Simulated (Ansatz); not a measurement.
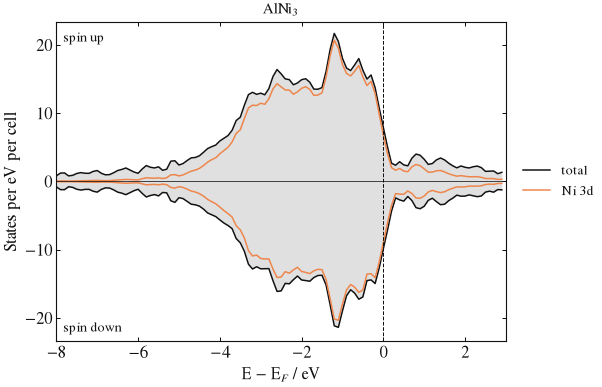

Density of states. Energies are counted from the Fermi level. The partial curves are projected on Löwdin-orthogonalised atomic shells. Spin-down states are drawn negative.

Input of the run:

```
crystal:
  lattice:
    - [-3.589856, 3.419865, 3.589553]
    - [3.574741, -3.419437, 3.574009]
    - [3.589811, 3.419392, -3.589125]
  atoms:
    - { symbol: Ni, position: [0.495608798, 0.9891915233, 0.494911373], spin: 0.52 }
    - { symbol: Al, position: [0.0137803018, 0.5017128742, 0.4892533737] }
    - { symbol: Al, position: [0.013426125, 0.0249222516, 0.0127511617] }
    - { symbol: Al, position: [0.4899371359, 0.5017506577, 0.0130955278] }
    - { symbol: Ni, position: [0.5062100746, 0.24733446, 0.2529051417], spin: 0.14 }
    - { symbol: Ni, position: [0.9961422446, 0.7527740422, 0.241792815], spin: 0.18 }
    - { symbol: Ni, position: [0.9956887636, 0.2473939903, 0.7424535916], spin: 0.14 }
    - { symbol: Ni, position: [0.5122450187, 0.7527969431, 0.7579941256], spin: 0.18 }
    - { symbol: Al, position: [0.7429442071, 0.4839679668, 0.7422604156] }
    - { symbol: Ni, position: [0.2535801795, 0.997880242, 0.7455504892], spin: 0.23 }
    - { symbol: Ni, position: [0.2547760663, 0.507624151, 0.254167748], spin: 0.17 }
    - { symbol: Ni, position: [0.7462481498, 0.9978882975, 0.2529893282], spin: 0.23 }
    - { symbol: Ni, position: [0.7585048409, 0.7526879811, 0.5115393963], spin: 0.18 }
    - { symbol: Ni, position: [0.2536356621, 0.2473535777, 0.5055055079], spin: 0.14 }
    - { symbol: Ni, position: [0.2423917713, 0.7526446171, 0.9954060921], spin: 0.18 }
    - { symbol: Ni, position: [0.7431401952, 0.2474037575, 0.995053898], spin: 0.14 }
basis:
  ecutwfc: 420
kpoints:
  mp_grid: { grid: [7, 7, 7] }
hamiltonian:
  xc: pbesol
scf:
  occupations: { method: gaussian, width: 0.1 }
  lower_state_search: "off"
  n_extra_bands: 9
output:
  forces: true
  stress: true
  eigenvalues: true
  populations: true
  dos:
    method: { smearing: { sigma: 0.1, scheme: gaussian } }
    projected: true
    de: 0.02
  write_density: true
  write_potential: true
  elf: true
  volumetric_format: npy
magnetization:
  spin_polarized: true
```

Command:
```bash
ansatz run input.yaml --threads 4 --pin off --max-ram 9216MiB --backend cpu --events-out ev --progress --plain --runs-dir out
```

What is the density of states at the Fermi level?

It is a metal. The density of states at the Fermi level isn't well fixed here: it changes fast, and within 0.3 eV it runs from 4.8 to 30 per eV and cell.

What do the unequal spin channels mean for the moment?

The two spin channels differ: the cell has a net moment of 0.6 μB, with spin up in the majority.

Where is the centre of the Ni 3d band?

Over the range shown, the centre of the Ni 3d weight lies 1.7 eV below the Fermi level, and about 90 % of the shell is filled. The centres of the two spins are 0.1 eV apart (the exchange splitting).
